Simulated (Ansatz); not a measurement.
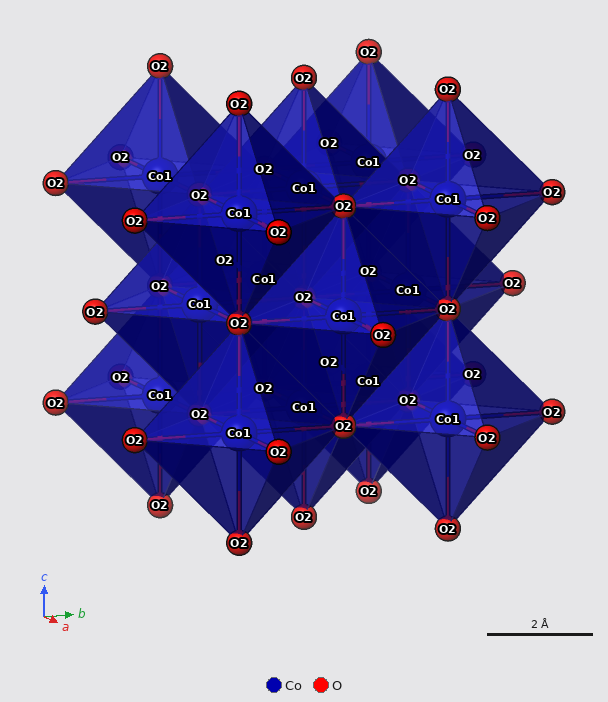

Figure 1. The input geometry of the first run (polyhedral view of the cell 4 times as large as that of the calculation, set on its symmetry axes, seen slightly off an axis; polyhedra are completed across the faces of the cell; atoms are numbered from 1 in the order of the input).

# CoO: a changed input and its effect

System: CoO (Fm-3m, 2 atoms in the cell).
Method of the first run: DFT PBEsol+U, scalar-relativistic, plane waves, PAW, Ueff = 1 eV on Co atom 1 d, spin-polarised (Ansatz 0.2.0).

The structure derives from an entry of the Crystallography Open Database. Text and figures count atoms from 1; the logs count them from 0 in places.

## Input, the first run
```yaml
crystal:
  lattice:
    - [0.0, 2.13150166, 2.13150166]
    - [2.13150166, 0.0, 2.13150166]
    - [2.13150166, 2.13150166, 0.0]
  atoms:
    - { symbol: Co, position: [0.0, 0.0, 0.0], spin: 3.0 }
    - { symbol: O, position: [0.5, 0.5, 0.5] }
basis:
  ecutwfc: 420
  ecutrho_ratio: 4
kpoints:
  mp_grid: { grid: [8, 8, 8] }
hamiltonian:
  xc: pbesol
  hubbard:
    sites:
      - { site: 0, l: d, u_eff: 1.0, starting_ns: [{ spin: up, occupation_matrix: s0up }, { spin: down, occupation_matrix: s0down }] }
    occupation_matrices:
      s0up:
        matrix:
          - [0.97, 0.0, 0.0, 0.0, 0.0]
          - [0.0, 0.97, 0.0, 0.0, 0.0]
          - [0.0, 0.0, 0.97, 0.0, 0.0]
          - [0.0, 0.0, 0.0, 0.97, 0.0]
          - [0.0, 0.0, 0.0, 0.0, 0.97]
      s0down:
        matrix:
          - [0.495, 0.0, 0.0, 0.0, 0.475]
          - [0.0, 0.02, 0.0, 0.0, 0.0]
          - [0.0, 0.0, 0.02, 0.0, 0.0]
          - [0.0, 0.0, 0.0, 0.97, 0.0]
          - [0.475, 0.0, 0.0, 0.0, 0.495]
    ns_hold: until_converged
scf:
  occupations: { method: gaussian, width: 0.05 }
  lower_state_search: "off"
  max_iter: 150
output:
  forces: true
  stress: true
  eigenvalues: true
  populations: true
  hubbard: { sites: [{ site: 0, l: d }] }
magnetization:
  spin_polarized: true
```

Launched with:
```bash
ansatz run input.yaml --threads 2 --pin off --max-ram 3072MiB --backend cpu --events-out ev --progress --plain --runs-dir out
```

Hardware: 2 threads of Arm Neoverse V2, 24 GiB of memory available, shared host.

## Output, shortened to warnings, some set-up lines, iterations and results (the first run)
```
Warning: crystal.symmetry: narrowed to the stabiliser of the occupation matrices — unitary ops 48 → 8; lowered by the specified shell (site 0, l: d); largest admitted image defect 8.9e-16, smallest excluded 4.8e-1 — at a splitting's scale: the group the occupation matrices' own texture admits
WARN: hamiltonian.hubbard: on 1 of 2 specified blocks the occupation matrix of this SCF's result fails the test of the specified filling. At site 0 ↓ (sites count from 0 in the list of atoms of the cell that this SCF solves) the least filled combination of the orbitals specified full has occupation 0.159, and the fullest combination of the orbitals specified empty has occupation 0.931; the …
Basis set: ecut = 420 eV, 339 PW (Γ), exchange–correlation on 48×48×48 points (8 copies of the dense FFT grid, shifted against one another)
Symmetry: 8 space group operations
k-points: 95 of 512
Initial density: superposition of atomic densities (chi_scale 0.1, normalization cell, long waves kept (reshape's long-wave potential 0.00 eV rms))
[...]
SCF iter   1: F=—  HF=-5653.457225 eV  |F-HF|=—  |Δ(HF+E_count)|=         —  Δρ=3.78e-1 (↑1.05e-1 ↓3.78e-1)  dr2=3.12e1  dr2_m=4.98e0  M=1.404 μB ∫|m|=1.404 μB  β_m=0.30  …
SCF iter   2: F=—  HF=-5651.175364 eV  |F-HF|=—  |Δ(HF+E_count)|=    2.28e0  Δρ=1.28e-1 (↑6.08e-2 ↓1.28e-1)  dr2=1.95e0  dr2_m=7.70e-1  M=3.002 μB ∫|m|=3.002 μB  β_m=1.00  …
SCF iter   3: F=—  HF=-5650.724229 eV  |F-HF|=—  |Δ(HF+E_count)|=   4.51e-1  Δρ=4.28e-2 (↑4.28e-2 ↓3.47e-2)  dr2=3.72e-1  dr2_m=1.85e-2  M=3.000 μB ∫|m|=3.005 μB  β_m=0.30  …
SCF iter   4: F=—  HF=-5650.873883 eV  |F-HF|=—  |Δ(HF+E_count)|=   1.50e-1  Δρ=3.41e-2 (↑1.00e-2 ↓3.41e-2)  dr2=7.54e-2  dr2_m=7.31e-2  M=2.953 μB ∫|m|=2.959 μB  β_m=0.30  …
SCF iter   5: F=—  HF=-5650.946722 eV  |F-HF|=—  |Δ(HF+E_count)|=   7.28e-2  Δρ=1.90e-2 (↑1.31e-2 ↓1.90e-2)  dr2=5.32e-2  dr2_m=2.35e-2  M=3.000 μB ∫|m|=3.008 μB  β_m=0.39  …
[... 23 lines ...]
SCF iter  29: F=-5651.846299 eV  HF=-5651.846299 eV  |F-HF|=5.90e-8  |Δ(HF+E_count)|=   3.92e-8  Δρ=1.33e-5 (↑8.82e-6 ↓1.33e-5)  dr2=6.34e-8  dr2_m=3.45e-9  M=2.943 μB …
SCF iter  30: F=-5651.846299 eV  HF=-5651.846299 eV  |F-HF|=1.45e-8  |Δ(HF+E_count)|=   8.68e-9  Δρ=7.91e-6 (↑3.58e-6 ↓7.91e-6)  dr2=1.67e-8  dr2_m=1.46e-9  M=2.943 μB …
SCF iter  31: F=-5651.846299 eV  HF=-5651.846299 eV  |F-HF|=2.27e-7  |Δ(HF+E_count)|=   4.50e-8  Δρ=2.59e-5 (↑1.50e-5 ↓2.59e-5)  dr2=2.37e-7  dr2_m=6.33e-9  M=2.943 μB …
SCF iter  32: F=-5651.846299 eV  HF=-5651.846299 eV  |F-HF|=1.03e-10  |Δ(HF+E_count)|=   4.69e-8  Δρ=1.34e-6 (↑5.64e-7 ↓1.34e-6)  dr2=2.12e-10  dr2_m=1.02e-10  M=2.943 μB …
SCF 1 converged in 32 iterations: F = -5651.846299 eV  dr2 = 2.12e-10
SCF converged after 32 iterations
an eigenvalue changed by more than its tolerance at an iteration that met the thresholds in force, so the SCF went on 2 times, its first undamped step at iteration 30: the last check found none over its tolerance
Magnetization: 2.9427 μB (12.9713 up, 10.0287 down)
Absolute magnetization: 2.9535 μB (∫|ρ↑−ρ↓|, with the PAW one-centre terms)
Spin contamination: 0.0072 ħ² per cell (⟨S²⟩ above its minimum at these occupations)
Per-site moments (μB) at R_I (Å): [(2.5086907893403922, 0.87924443475), (0.29041747502503734, 0.87924443475)]
Free energy (F): -5651.846299 eV
Harris-Foulkes:  -5651.846299 eV  (|F-HF|=1.03e-10)
Internal energy: -5651.845816 eV  (E = F + TS)
E sigma→0 (E₀):  -5651.846057 eV
Entropy (-TS):   -0.000483 eV (-0.242 meV/atom)
Fermi energy:    13.602534 eV
--- Per-component energies (eV) ---
  E_band       = -310.455095
  E_kinetic    = 616.487377
  E_local      = -3435.730006  (includes V_loc(G=0)·N_el)
  E_nonlocal   = 516.395148
  E_hartree    = 1407.376678
  E_xc         = -226.142762
  E_vxc        = -292.110463  (∫ρ·V_xc dr)
  E_hubbard    = 0.258224  (on-site DFT+U / exact-exchange correction)
  E_vhub       = -3.166870  (the Hubbard potential's part of the band-sum identity)
  E_paw        = -1638.653860  (= ΣΔE_a)
  E_vpaw       = -527.085468  (= ΣTr[D̂ρ^β])
  E_aug_tail   = 0.002491  (compensation charges beyond the density's cutoff)
  E_ewald      = -2892.062814
  E_core_change = 0.223707  (= ΣΔE_core)
  E_smearing   = -0.000483  (= −TS)
  E_closure    = -0.000000  (closes the sum)
  Σ components = -5651.846299   (vs F -5651.846299, Δ=0.00e0)
--- Specified on-site occupations, and those of the state reported ---
  electrons in the specified blocks: 6.8500 specified, 7.3666 found
  site 0 (l=d) ↓: largest change of an orbital's occupation 0.9115; electrons 2.0000 specified, 2.3943 found; spectral distance 0.2484
  site 0 (l=d) ↑: largest change of an orbital's occupation 0.0289; electrons 4.8500 specified, 4.9723 found; spectral distance 0.0558
--- Forces (eV/Å), atoms counted from 1 ---
  atom   1  Co    -0.00000000    -0.00000000    -0.00000000
  atom   2  O      0.00000000     0.00000000     0.00000000
  max |Σ_I F_I| component: 1.10e-29 eV/Å
--- Stress (GPa, compression-positive) ---
       -4.753190       1.361836       0.000000
        1.361836      -4.753190       0.000000
        0.000000       0.000000      -8.126496
  P = ⅓ Tr σ = -5.8776 GPa (-58.776 kbar)
Occupation matrices written to [file]
--- Löwdin populations: 2 sites ---
  site symbol       q [e]    m [muB]
     0     Co     15.8849     2.5776
     1      O      6.9853     0.3660
  spilling = 0.005644 (of n_electrons = 23.000000)
[...]
```

The input of the second run differs as follows (lines with − go, lines with + come):
```diff
-    - { symbol: Co, position: [0.0, 0.0, 0.0], spin: 3.0 }
+    - { symbol: Co, position: [0.0, 0.0, 0.0], spin: 1.0 }
-          - [0.97, 0.0, 0.0, 0.0, 0.0]
+          - [0.02, 0.0, 0.0, 0.0, 0.0]
-          - [0.495, 0.0, 0.0, 0.0, 0.475]
+          - [0.97, 0.0, 0.0, 0.0, 0.0]
-          - [0.0, 0.0, 0.02, 0.0, 0.0]
+          - [0.0, 0.0, 0.97, 0.0, 0.0]
-          - [0.475, 0.0, 0.0, 0.0, 0.495]
-    ns_hold: until_converged
+          - [0.0, 0.0, 0.0, 0.0, 0.02]
+    ns_hold: { iters: 5 }
```

What does this change do to the results?

With the same functional and potentials, the second run lies 36.8 meV per atom higher. The pressure goes from −5.88 to −9.26 GPa.

## Output, shortened to warnings, some set-up lines, iterations and results (the second run)
```
Warning: crystal.symmetry: narrowed to the stabiliser of the occupation matrices — unitary ops 48 → 8; lowered by the specified shell (site 0, l: d); largest admitted image defect 4.4e-16, smallest excluded 7.1e-1 — at a splitting's scale: the group the occupation matrices' own texture admits
WARN: hamiltonian.hubbard: on 2 of 2 specified blocks the occupation matrix of this SCF's result fails the test of the specified filling. At site 0 ↑ (sites count from 0 in the list of atoms of the cell that this SCF solves) the least filled combination of the orbitals specified full has occupation 0.994, and the fullest combination of the orbitals specified empty has occupation 0.989; the …
Basis set: ecut = 420 eV, 339 PW (Γ), exchange–correlation on 48×48×48 points (8 copies of the dense FFT grid, shifted against one another)
Symmetry: 8 space group operations
k-points: 95 of 512
Initial density: superposition of atomic densities (chi_scale 0.1, normalization cell, long waves kept (reshape's long-wave potential 0.00 eV rms))
[...]
SCF iter   1: F=—  HF=-5654.718787 eV  |F-HF|=—  |Δ(HF+E_count)|=         —  Δρ=3.46e-1 (↑2.10e-1 ↓3.46e-1)  dr2=4.89e1  dr2_m=1.13e0  M=0.224 μB ∫|m|=0.232 μB  β_m=0.30  …
SCF iter   2: F=—  HF=-5650.974746 eV  |F-HF|=—  |Δ(HF+E_count)|=    3.74e0  Δρ=1.49e-1 (↑8.35e-2 ↓1.49e-1)  dr2=3.53e0  dr2_m=7.30e-1  M=1.223 μB ∫|m|=1.272 μB  β_m=1.00  …
SCF iter   3: F=—  HF=-5650.287317 eV  |F-HF|=—  |Δ(HF+E_count)|=   6.87e-1  Δρ=5.51e-2 (↑3.59e-2 ↓5.51e-2)  dr2=5.19e-1  dr2_m=4.56e-2  M=1.363 μB ∫|m|=1.419 μB  β_m=1.00  …
SCF iter   4: F=—  HF=-5650.322596 eV  |F-HF|=—  |Δ(HF+E_count)|=   3.53e-2  Δρ=1.41e-2 (↑1.22e-2 ↓1.41e-2)  dr2=6.69e-2  dr2_m=3.51e-3  M=1.380 μB ∫|m|=1.424 μB  β_m=0.30  …
SCF iter   5: F=—  HF=-5650.406054 eV  |F-HF|=—  |Δ(HF+E_count)|=   8.35e-2  Δρ=2.09e-2 (↑1.04e-2 ↓2.09e-2)  dr2=9.39e-2  dr2_m=9.27e-3  M=1.422 μB ∫|m|=1.477 μB  β_m=0.43  …
[... 18 lines ...]
SCF iter  24: F=—  HF=-5651.772646 eV  |F-HF|=—  |Δ(HF+E_count)|=   6.79e-5  Δρ=3.85e-4 (↑1.39e-4 ↓3.85e-4)  dr2=1.22e-5  dr2_m=7.52e-6  M=2.963 μB ∫|m|=2.978 μB  β_m=0.68  …
SCF iter  25: F=—  HF=-5651.772623 eV  |F-HF|=—  |Δ(HF+E_count)|=   2.31e-5  Δρ=4.83e-4 (↑1.89e-4 ↓4.83e-4)  dr2=1.30e-5  dr2_m=1.28e-5  M=2.958 μB ∫|m|=2.973 μB  β_m=0.80  …
SCF iter  26: F=—  HF=-5651.772647 eV  |F-HF|=—  |Δ(HF+E_count)|=   2.40e-5  Δρ=2.16e-4 (↑2.50e-5 ↓2.16e-4)  dr2=1.83e-6  dr2_m=2.18e-6  M=2.962 μB ∫|m|=2.977 μB  β_m=0.89  …
SCF iter  27: F=-5651.772656 eV  HF=-5651.772656 eV  |F-HF|=3.47e-9  |Δ(HF+E_count)|=   9.30e-6  Δρ=1.74e-5 (↑4.04e-6 ↓1.74e-5)  dr2=1.55e-8  dr2_m=1.53e-8  M=2.961 μB …
SCF 1 converged in 27 iterations: F = -5651.772656 eV  dr2 = 1.55e-8
SCF converged after 27 iterations
Magnetization: 2.9609 μB (12.9804 up, 10.0196 down)
Absolute magnetization: 2.9754 μB (∫|ρ↑−ρ↓|, with the PAW one-centre terms)
Spin contamination: 0.0077 ħ² per cell (⟨S²⟩ above its minimum at these occupations)
Per-site moments (μB) at R_I (Å): [(2.5235570316048386, 0.87924443475), (0.3161777550818237, 0.87924443475)]
Free energy (F): -5651.772656 eV
Harris-Foulkes:  -5651.772656 eV  (|F-HF|=3.47e-9)
Internal energy: -5651.770072 eV  (E = F + TS)
E sigma→0 (E₀):  -5651.771364 eV
Entropy (-TS):   -0.002584 eV (-1.292 meV/atom)
Fermi energy:    13.592858 eV
--- Per-component energies (eV) ---
  E_band       = -311.162612
  E_kinetic    = 616.319069
  E_local      = -3434.309761  (includes V_loc(G=0)·N_el)
  E_nonlocal   = 515.669390
  E_hartree    = 1406.220567
  E_xc         = -226.089599
  E_vxc        = -292.052322  (∫ρ·V_xc dr)
  E_hubbard    = 0.412997  (on-site DFT+U / exact-exchange correction)
  E_vhub       = -2.865885  (the Hubbard potential's part of the band-sum identity)
  E_paw        = -1638.156121  (= ΣΔE_a)
  E_vpaw       = -526.369477  (= ΣTr[D̂ρ^β])
  E_aug_tail   = 0.002492  (compensation charges beyond the density's cutoff)
  E_ewald      = -2892.062814
  E_core_change = 0.223707  (= ΣΔE_core)
  E_smearing   = -0.002584  (= −TS)
  E_closure    = -0.000000  (closes the sum)
  Σ components = -5651.772656   (vs F -5651.772656, Δ=0.00e0)
--- Specified on-site occupations, and those of the state reported ---
  electrons in the specified blocks: 6.8500 specified, 7.3838 found
  site 0 (l=d) ↑: largest change of an orbital's occupation 0.9685; electrons 3.9000 specified, 4.9769 found; spectral distance 0.9684
  site 0 (l=d) ↓: largest change of an orbital's occupation 0.8099; electrons 2.9500 specified, 2.4069 found; spectral distance 0.6463
--- Forces (eV/Å), atoms counted from 1 ---
  atom   1  Co     0.00000000     0.00000000     0.00000000
  atom   2  O      0.00000000     0.00000000    -0.00000000
  max |Σ_I F_I| component: 5.92e-30 eV/Å
--- Stress (GPa, compression-positive) ---
      -14.203675       0.000000       0.000000
        0.000000      -7.784482       0.000000
        0.000000       0.000000      -5.788435
  P = ⅓ Tr σ = -9.2589 GPa (-92.589 kbar)
Occupation matrices written to [file]
--- Löwdin populations: 2 sites ---
  site symbol       q [e]    m [muB]
     0     Co     15.8994     2.5669
     1      O      6.9710     0.3984
  spilling = 0.005637 (of n_electrons = 23.000000)
--- Occupation matrices: 1 shell (run DFT+U table (all-electron-ortho-atomic); ε = 1.77e-2) ---
  Co0 d_3D: site group Oh (m-3m)
  Co0 d_3D up     Tr n = 4.9769  λ = 0.987 0.996 0.998 0.998 0.999  [5× z2 0.20 (T2g 0.60) T2g(0.60)]
[...]
```

## The two runs side by side

| quantity | the first run | the second run |
| --- | --- | --- |
| outcome | converged | converged |
| free energy per atom (eV) | −2825.9231 | −2825.8863 |
| energy per atom, smearing taken to zero (eV) | −2825.9230 | −2825.8857 |
| gap on the mesh (eV) | 0.00 | 0.00 |
| net moment of the cell (μB) | 2.94 | 2.96 |
| absolute moment of the cell (μB) | 2.95 | 2.98 |
| pressure (GPa) | −5.88 | −9.26 |
| largest force (eV/Å) | 0.000 | 0.000 |
| irreducible k-points | 95 | 95 |
| plane waves at Γ | 339 | 339 |
| SCF iterations | – | 27 |
| wall time (shared host) | 7.8 s | 6.1 s |

For both runs: Warnings: the typed occupations were not kept; the occupation matrices lower the symmetry. For the first run: The cell is under a tension of 5.9 GPa at this level, so it is not at its equilibrium volume.
